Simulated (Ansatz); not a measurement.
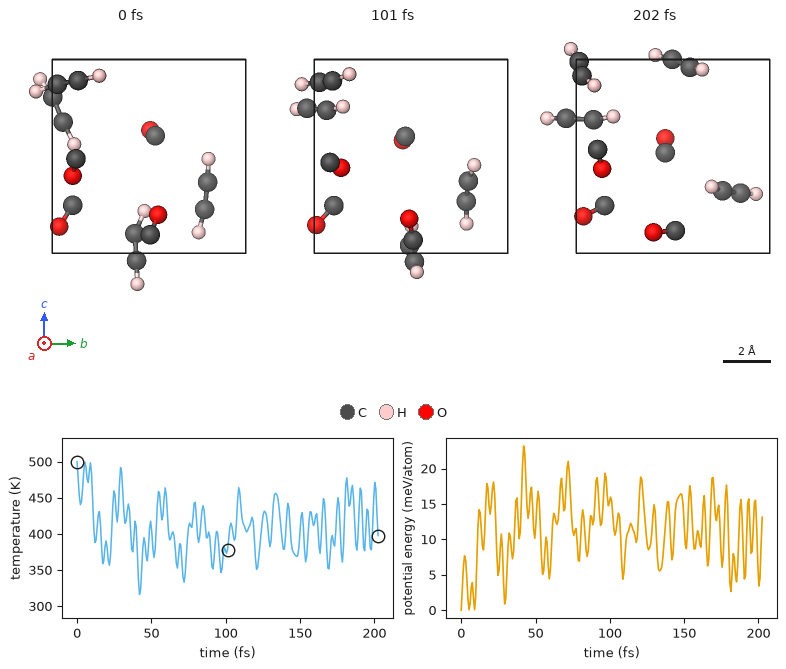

A Born-Oppenheimer molecular dynamics run of a periodic cell with 4 C2H2 + 4 CO at 0.637 g/cm³, 202 fs long. It starts from the last geometry of an earlier run, with fresh velocities. Frames and the history of the run. A ball-and-stick model of the simulation cell, seen along the a axis. Atoms that leave the cell re-enter on the other side.

Theory: DFT PBE-D3(BJ), scalar-relativistic, plane waves, PAW in Ansatz 0.2.0. Settings: plane-wave cutoff 420 eV; k-point mesh 1 × 1 × 1; Fermi-Dirac smearing 0.02 eV; constant energy (NVE); velocities drawn for 500 K; time step 0.75 fs.

Input file:
```yaml
crystal:
  lattice:
    - [8.258241, 0.0, 0.0]
    - [0.0, 8.258241, 0.0]
    - [0.0, 0.0, 8.258241]
  atoms:
    - { symbol: C, position: [0.10036645, 0.79828036, 0.36220933] }
    - { symbol: C, position: [0.06757359, 0.78267165, 0.22171781] }
    - { symbol: H, position: [0.04135741, 0.75218719, 0.10309358] }
    - { symbol: H, position: [0.12944081, 0.80267904, 0.48266936] }
    - { symbol: C, position: [0.78073932, 0.02189034, 0.86807872] }
    - { symbol: C, position: [0.88038763, 0.1295138, 0.88741221] }
    - { symbol: H, position: [0.94826851, 0.23868227, 0.91220013] }
    - { symbol: H, position: [0.72451742, -0.08853656, 0.83091643] }
    - { symbol: C, position: [0.27388765, -0.00185795, 0.80216152] }
    - { symbol: C, position: [0.32491589, 0.05157181, 0.67275624] }
    - { symbol: H, position: [0.36918965, 0.10896206, 0.55813552] }
    - { symbol: H, position: [0.20983246, -0.06714559, 0.89450242] }
    - { symbol: C, position: [0.21641116, 0.42217677, 0.09605769] }
    - { symbol: C, position: [0.26324548, 0.43092247, -0.04334559] }
    - { symbol: H, position: [0.29959812, 0.43515354, -0.1638258] }
    - { symbol: H, position: [0.17782978, 0.47179225, 0.2131182] }
    - { symbol: O, position: [0.77146468, 0.10133256, 0.39532127] }
    - { symbol: C, position: [0.87938238, 0.11797792, 0.48291692] }
    - { symbol: O, position: [0.40119779, 0.03150123, 0.13273897] }
    - { symbol: C, position: [0.35727648, 0.10116023, 0.24280783] }
    - { symbol: O, position: [-0.02978573, 0.50195762, 0.63067821] }
    - { symbol: C, position: [0.10105983, 0.52749475, 0.60218381] }
    - { symbol: O, position: [0.68804131, 0.54245371, 0.19401304] }
    - { symbol: C, position: [0.76493387, 0.50193999, 0.09054746] }
basis:
  ecutwfc: 420.0
kpoints:
  mp_grid: { grid: [1, 1, 1] }
hamiltonian:
  xc: pbe
  dispersion: d3bj
scf:
  occupations: { method: fermi_dirac, width: 0.02 }
  lower_state_search: "off"
md:
  timestep: 0.75
  n_steps: 270
  ensemble: nve
  temperature: 500.0
  initial_velocities: maxwell_boltzmann
  seed: 926278
```

Launched with:
```bash
ansatz run input.yaml --threads 1 --pin off --max-ram 3072MiB --backend cpu --events-out ev --progress --plain --runs-dir out
```

> What do the frames and curves show?

Root-mean-square distances from the starting positions over the second half, with the common drift of all atoms taken out: H 1.56 Å, O 0.84 Å, C 0.69 Å. The heavy atoms stay within a fraction of a molecule's size of their starting places, while the hydrogen atoms travel further, as molecules turn; so short a run doesn't tell a liquid from a solid. The mean temperature in the second half is 411 K (standard deviation 30 K). The potential energy in the second half lies on average 11.2 meV per atom above the first frame. The total energy stays between −0.16 and 0.47 meV per atom of its start. A straight-line fit has a slope that amounts to −0.00096 meV per atom over 202 fs (under 0.1 % of the mean kinetic energy), and the ripple about it is 3.2 % of the kinetic energy's fluctuation. With a drift under 2 % and a ripple under 7 %, the integration is accurate.

Limits of the set-up: the periodic images lie only 8.3 Å apart, so the values are limited by the cell's size.

Cost: 32 min on 1 thread of Intel(R) Xeon(R) Processor @ 2.50GHz (Skylake/Cascade Lake), with other jobs on the host, peak memory 0.59 GiB.
